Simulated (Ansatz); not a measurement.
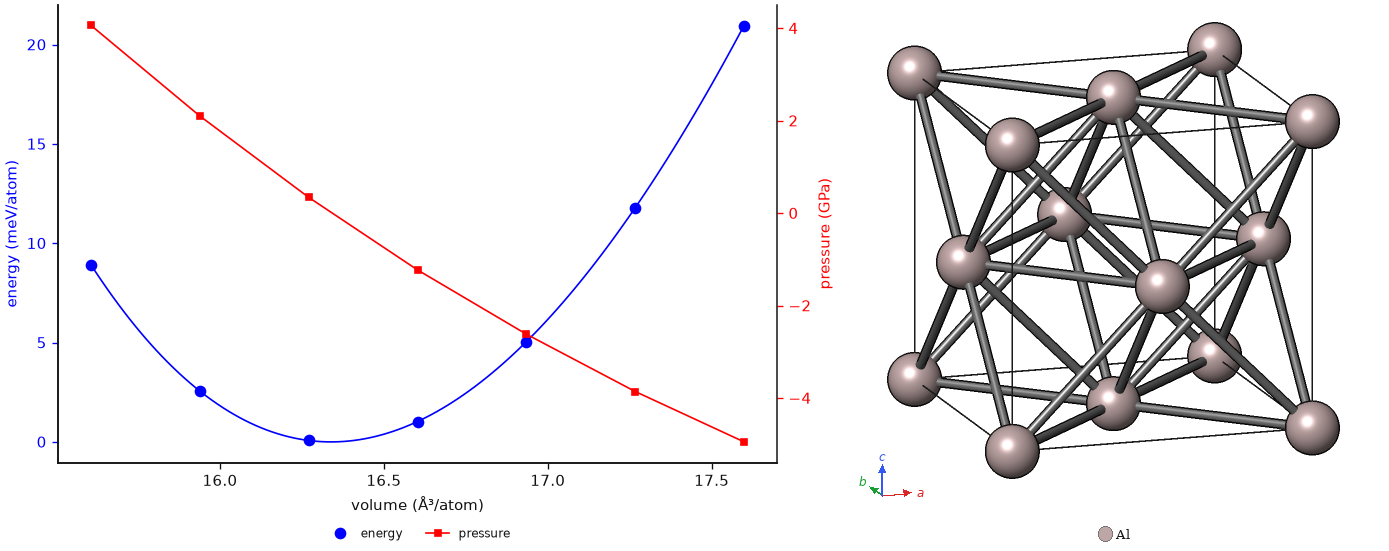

Plotted: energy and pressure against volume for Al, space group Fm-3m (No. 225). The conventional cell is drawn beside the plot.

Structure:
```cif
data_structure
_symmetry_space_group_name_H-M 'P 1'
_symmetry_Int_Tables_number 1
_cell_length_a 2.8635
_cell_length_b 2.8635
_cell_length_c 2.8635
_cell_angle_alpha 60.000
_cell_angle_beta 60.000
_cell_angle_gamma 60.000
_cell_volume 16.60
loop_
_atom_site_label
_atom_site_type_symbol
_atom_site_fract_x
_atom_site_fract_y
_atom_site_fract_z
_atom_site_occupancy
Al1 Al 0.00000 0.00000 0.00000 1
```

Calculation (Ansatz 0.2.0): plane-wave DFT, no spin polarisation; energies at scaled volumes of the given cell, shape and fractions fixed, counted from the fit's minimum, third-order Birch-Murnaghan fit. Level: rPW86-PBE with rVV10.

k mesh 11×11×11; occupations Fermi–Dirac; smearing width 0.05 eV; potentials Ansatz PAW; wave cutoff 420 eV; density cutoff 2100 eV.

Question: Give the fitted equation-of-state parameters.

Answer: A third-order Birch–Murnaghan fit gives V0 = 16.34 Å³/atom, B0 = 79.7 GPa and B′ = 4.7.

Question: What does the pressure do across the range?

Answer: It falls from 4.06 GPa at volume 15.61 Å³/atom to −4.95 GPa at 17.60 Å³/atom, and changes sign near 16.34 Å³/atom.

Note: the functional was run on potentials made for another functional.

The computed values:

```tsv
volume (Å³/atom)	energy (meV/atom)	pressure (GPa)
15.61	8.91	4.06
15.94	2.57	2.10
16.27	0.07	0.34
16.60	1.01	-1.23
16.93	5.05	-2.62
17.27	11.79	-3.86
17.60	20.95	-4.95
```
